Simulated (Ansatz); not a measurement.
**GaSb: a changed input and its effect**

System: GaSb (I-4m2, 2 atoms in the cell).
Method of run A: Kohn-Sham DFT of a periodic cell, PBEsol, all-electron LAPW, scalar-relativistic, no spin polarisation (Ansatz 0.2.0).

The structure derives from a Materials Project entry. Text and figures count atoms from 1; the logs count them from 0 in places.

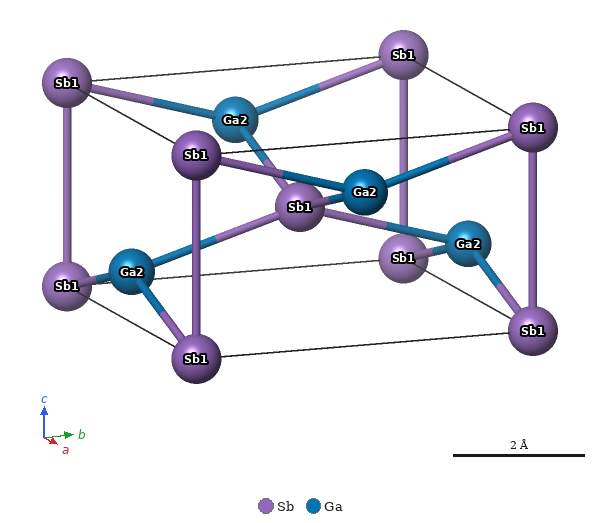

Figure 1. The starting structure (ball-and-stick view of the cell 2 times as large as that of the calculation, set on its symmetry axes, seen slightly off an axis; atoms are numbered from 1 in the order of the input). Near neighbours in the crystal (not all of them lie inside the picture): Sb has 4 Ga at 2.87 Å and 2 Sb at 3.18 Å; Ga has 4 Sb at 2.87 Å.

**The input, run A**
```yaml
crystal:
  lattice:
    - [-2.753434, 2.753434, 1.590707]
    - [2.753434, -2.753434, 1.590707]
    - [2.753434, 2.753434, -1.590707]
  atoms:
    - { symbol: Sb, position: [0.0, 0.0, 0.0] }
    - { symbol: Ga, position: [0.75, 0.25, 0.5] }
kpoints:
  mp_grid: { grid: [7, 7, 7] }
scf:
  occupations: { method: fermi_dirac, width: 0.05 }
hamiltonian:
  xc: pbesol
  pseudopotentials: { kind: all_electron, lapw: { basis_error: 0.001 } }
output:
  forces: true
  stress: true
relax:
  f_tol: 0.01
  max_steps: 60
  cell: {}
```

Command:
```bash
ansatz run input.yaml --threads 1 --pin off --max-ram 3072MiB --backend cpu --events-out ev --progress --plain --runs-dir out
```

Hardware: 1 thread of Arm Neoverse V1, 24 GiB of memory available, shared host.

**Output, shortened to warnings, some set-up lines, iterations and results (run A)**
```
Basis set: ecut = 246.5299995901305 eV, 409 PW (Γ), FFT grids on a1+a2, a2, a3, exchange–correlation at level 2
Symmetry: 8 space group operations
k-points: 40 of 343 (time reversal used)
Initial density: superposition of atomic densities (chi_scale 0.1, normalization cell, long waves kept (reshape's long-wave potential 0.00 eV rms))
[...]
SCF iter   1: F=—  HF=-229151.896932 eV  |F-HF|=—  |Δ(HF+E_count)|=         —  Δρ=1.23e-2  dr2=5.39e-2  ethr=1.21e-4  ⟨swp⟩=3.0  Hψ=7229  notcnv=0
SCF iter   2: F=—  HF=-229151.864082 eV  |F-HF|=—  |Δ(HF+E_count)|=   3.29e-2  Δρ=5.62e-3  dr2=1.13e-2  ethr=1.21e-4  ⟨swp⟩=2.0  Hψ=3253  notcnv=0
SCF iter   3: F=—  HF=-229151.859797 eV  |F-HF|=—  |Δ(HF+E_count)|=   4.29e-3  Δρ=2.60e-3  dr2=2.41e-3  ethr=2.56e-5  ⟨swp⟩=2.0  Hψ=3067  notcnv=0
SCF iter   4: F=—  HF=-229151.858276 eV  |F-HF|=—  |Δ(HF+E_count)|=   1.52e-3  Δρ=4.75e-4  dr2=1.22e-4  ethr=2.77e-7  ⟨swp⟩=2.0  Hψ=5265  notcnv=0
SCF iter   5: F=—  HF=-229151.858253 eV  |F-HF|=—  |Δ(HF+E_count)|=   2.31e-5  Δρ=1.28e-4  dr2=1.08e-5  ethr=2.77e-7  ⟨swp⟩=2.0  Hψ=3060  notcnv=0
[... 23 lines ...]
relax step   4: F+E_penalty+E_count = -229151.89555588 eV  Δ(F+E_penalty+E_count) = -2.019e-4 eV  max|allowed force component| = 8.674e-18 eV/Å  Δτ_max = 0.0000 Å  P = -0.015 …
SCF iter   1: F=—  HF=-229151.895563 eV  |F-HF|=—  |Δ(HF+E_count)|=         —  Δρ=6.13e-6  dr2=3.76e-9  ethr=1.28e-11  ⟨swp⟩=5.9  Hψ=9229  notcnv=0  reapply=38
SCF iter   2: F=-229151.895563 eV  HF=-229151.895563 eV  |F-HF|=2.12e-9  |Δ(HF+E_count)|=   1.23e-8  Δρ=3.08e-6  dr2=8.83e-10  ethr=8.54e-12  ⟨swp⟩=2.0  Hψ=3028  notcnv=0
SCF 5 converged in 2 iterations: F = -229151.895563 eV  dr2 = 8.83e-10
relax step   5: F+E_penalty+E_count = -229151.89556329 eV  Δ(F+E_penalty+E_count) = -7.410e-6 eV  max|allowed force component| = 8.674e-18 eV/Å  Δτ_max = 0.0000 Å  P = -0.015 …
basis re-selected at this cell: Δ(F+E_penalty+E_count) = -7.410e-6 eV, ΔP = -0.000 GPa vs the last step (what re-selecting the basis moved, after the strain that the cell walked since its last selection, with what the two solves' SCF thresholds leave and, on support functions, any second-order …
SCF converged after 2 iterations
Free energy (F): -229151.895563 eV
Harris-Foulkes:  -229151.895563 eV  (|F-HF|=2.12e-9)
Internal energy: -229151.890510 eV  (E = F + TS)
E sigma→0 (E₀):  -229151.893037 eV
Entropy (-TS):   -0.005053 eV (-2.527 meV/atom)
Fermi energy:    13.073068 eV
--- Per-component energies (eV) ---
  E_band       = -1618.091867
  E_kinetic    = 239670.145728
  E_xc         = -6585.607498
  E_electrostatic = -462236.428741  (all electrons and nuclei)
  E_smearing   = -0.005053  (= −TS)
  E_closure    = 0.000000  (closes the sum)
  E_atoms      = -229143.970572  (free atoms, spherical and without spin; not in F)
  Σ components = -229151.895563   (vs F -229151.895563, Δ=0.00e0)
  Basis errors (estimates in eV, not in F): energy 3.8e-4 per atom: plane waves 3.6e-4 (2.0e-4 summed), levels above the bands 1.5e-41, relativity 6.9e-9, radial functions 2.0e-5, core shells 1.8e-8; eigenvalues (radial functions only) 1.3e-6; not estimated: angular momenta, meshes, grids; target …
--- Forces (eV/Å), atoms counted from 1 ---
  atom   1  Sb    -0.00000000     0.00000000     0.00000000
  atom   2  Ga     0.00000000    -0.00000000     0.00000000
  max |Σ_I F_I| component: 3.47e-18 eV/Å
--- Stress (GPa, compression-positive) ---
       -0.012582       0.000000       0.000000
        0.000000      -0.012582       0.000000
        0.000000       0.000000      -0.020955
  P = ⅓ Tr σ = -0.0154 GPa (-0.154 kbar)
--- Relaxed structure (4 steps of the walk, 4 accepted, 1 SCFs on fresh bases) ---
  F+E_penalty+E_count = -229151.89556329 eV   max|allowed force component| = 8.674e-18 eV/Å   (the final SCF, on the basis selected at the relaxed cell)
  cell:  # Å, volume = 45.5738 Å³
    - [-2.731484831252822, 2.731484831252822, 1.5270652445450883]
    - [2.731484831252822, -2.731484831252822, 1.5270652445450883]
[...]
```

The input of run B differs as follows (lines with − go, lines with + come):
```diff
+magnetization:
+  noncollinear: true
+  spin_orbit: true
```

How does run B compare with run A?

Spin–orbit coupling is switched on. The total energies belong to different models, so their difference says nothing on which is more stable or more accurate. The volume per atom goes from 22.79 to 22.81 Å³. The SCF takes 22 iterations over all geometry steps against 23. On the same kind of shared host run B took about 5.2 times as long.

**Output, shortened to warnings, some set-up lines, iterations and results (run B)**
```
Basis set: ecut = 246.53961331546398 eV, 409 PW (Γ), FFT grids on a1+a2, a2, a3, exchange–correlation at level 2
Symmetry: 8 space group operations + 8 with time reversal
k-points: 40 of 343 (time reversal used)
Initial density: superposition of atomic densities (chi_scale 0.1, normalization cell, long waves kept (reshape's long-wave potential 0.00 eV rms))
[...]
SCF iter   1: F=—  HF=-229209.952818 eV  |F-HF|=—  |Δ(HF+E_count)|=         —  Δρ=1.23e-2  dr2=5.41e-2  dr2_m=0.00e0 (ungated)  ethr=1.22e-4  |M|=0.00e0 ∫|m|=0.00e0 μB  …
SCF iter   2: F=—  HF=-229209.922771 eV  |F-HF|=—  |Δ(HF+E_count)|=   3.00e-2  Δρ=8.17e-3  dr2=2.27e-2  dr2_m=0.00e0 (ungated)  ethr=1.22e-4  |M|=0.00e0 ∫|m|=0.00e0 μB  …
SCF iter   3: F=—  HF=-229209.915387 eV  |F-HF|=—  |Δ(HF+E_count)|=   7.38e-3  Δρ=2.92e-3  dr2=2.88e-3  dr2_m=0.00e0 (ungated)  ethr=5.15e-5  |M|=0.00e0 ∫|m|=0.00e0 μB  …
SCF iter   4: F=—  HF=-229209.914536 eV  |F-HF|=—  |Δ(HF+E_count)|=   8.51e-4  Δρ=5.61e-4  dr2=1.51e-4  dr2_m=0.00e0 (ungated)  ethr=3.43e-7  |M|=0.00e0 ∫|m|=0.00e0 μB  …
SCF iter   5: F=—  HF=-229209.914531 eV  |F-HF|=—  |Δ(HF+E_count)|=   4.80e-6  Δρ=1.33e-4  dr2=1.04e-5  dr2_m=0.00e0 (ungated)  ethr=3.43e-7  |M|=0.00e0 ∫|m|=0.00e0 μB  …
[... 22 lines ...]
relax step   4: F+E_penalty+E_count = -229209.95123338 eV  Δ(F+E_penalty+E_count) = -1.857e-4 eV  max|allowed force component| = 8.674e-18 eV/Å  Δτ_max = 0.0000 Å  P = -0.014 …
SCF iter   1: F=—  HF=-229209.951242 eV  |F-HF|=—  |Δ(HF+E_count)|=         —  Δρ=7.26e-6  dr2=9.79e-9  dr2_m=0.00e0 (ungated)  ethr=2.76e-11  |M|=0.00e0 ∫|m|=0.00e0 μB  …
SCF iter   2: F=-229209.951242 eV  HF=-229209.951242 eV  |F-HF|=5.73e-9  |Δ(HF+E_count)|=   4.48e-9  Δρ=4.99e-6  dr2=4.16e-9  dr2_m=0.00e0 (ungated)  ethr=2.23e-11  …
SCF 5 converged in 2 iterations: F = -229209.951242 eV  dr2 = 4.16e-9
relax step   5: F+E_penalty+E_count = -229209.95124240 eV  Δ(F+E_penalty+E_count) = -9.020e-6 eV  max|allowed force component| = 8.674e-18 eV/Å  Δτ_max = 0.0000 Å  P = -0.014 …
basis re-selected at this cell: Δ(F+E_penalty+E_count) = -9.020e-6 eV, ΔP = +0.000 GPa vs the last step (what re-selecting the basis moved, after the strain that the cell walked since its last selection, with what the two solves' SCF thresholds leave and, on support functions, any second-order …
SCF converged after 2 iterations
Magnetization: |M| = 0.0000 μB,  M = (+0.0000, +0.0000, +0.0000) μB
Absolute magnetization: 0.0000 μB (∫|m|)
  site 0: m = (+0.0000, +0.0000, +0.0000) μB, |m| = 0.0000 μB  (R = 1.39 Å)
  site 1: m = (+0.0000, +0.0000, +0.0000) μB, |m| = 0.0000 μB  (R = 1.34 Å)
Free energy (F): -229209.951242 eV
Harris-Foulkes:  -229209.951242 eV  (|F-HF|=5.73e-9)
Internal energy: -229209.946071 eV  (E = F + TS)
E sigma→0 (E₀):  -229209.948656 eV
Entropy (-TS):   -0.005172 eV (-2.586 meV/atom)
Fermi energy:    13.069936 eV
--- Per-component energies (eV) ---
  E_band       = -1619.875784
  E_kinetic    = 239966.424707
  E_xc         = -6588.321537
  E_electrostatic = -462588.049241  (all electrons and nuclei)
  E_smearing   = -0.005172  (= −TS)
  E_closure    = 0.000000  (closes the sum)
  E_atoms      = -229201.993534  (free atoms, spherical and without spin; not in F)
  Σ components = -229209.951242   (vs F -229209.951242, Δ=0.00e0)
  Basis errors (estimates in eV, not in F): energy 3.8e-4 per atom: plane waves 3.6e-4 (2.0e-4 summed), levels above the bands 6.7e-42, relativity 4.2e-8, radial functions 1.9e-5, core shells 1.8e-8; eigenvalues (radial functions only) 1.3e-6; not estimated: angular momenta, meshes, grids; target …
--- Forces (eV/Å), atoms counted from 1 ---
  atom   1  Sb    -0.00000000     0.00000000     0.00000000
  atom   2  Ga     0.00000000     0.00000000    -0.00000000
  max |Σ_I F_I| component: 3.47e-18 eV/Å
--- Stress (GPa, compression-positive) ---
       -0.010386       0.000000       0.000000
        0.000000      -0.010386       0.000000
        0.000000       0.000000      -0.020282
  P = ⅓ Tr σ = -0.0137 GPa (-0.137 kbar)
--- Relaxed structure (4 steps of the walk, 4 accepted, 1 SCFs on fresh bases) ---
[...]
```

**The two runs side by side**

| quantity | run A | run B |
| --- | --- | --- |
| outcome | converged | converged |
| free energy per atom (eV) | −114575.9478 | −114604.9756 |
| energy per atom, smearing taken to zero (eV) | −114575.9465 | −114604.9743 |
| pressure (GPa) | −0.02 | −0.01 |
| volume per atom (Å³) | 22.79 | 22.81 |
| largest force (eV/Å) | 0.000 | 0.000 |
| SCF iterations | 23 | 22 |
| irreducible k-points | 40 | 40 |
| wall time (shared host) | 54 s | 4.7 min |

For both runs: Points of doubt noted for this run: coarse mesh for a metal.
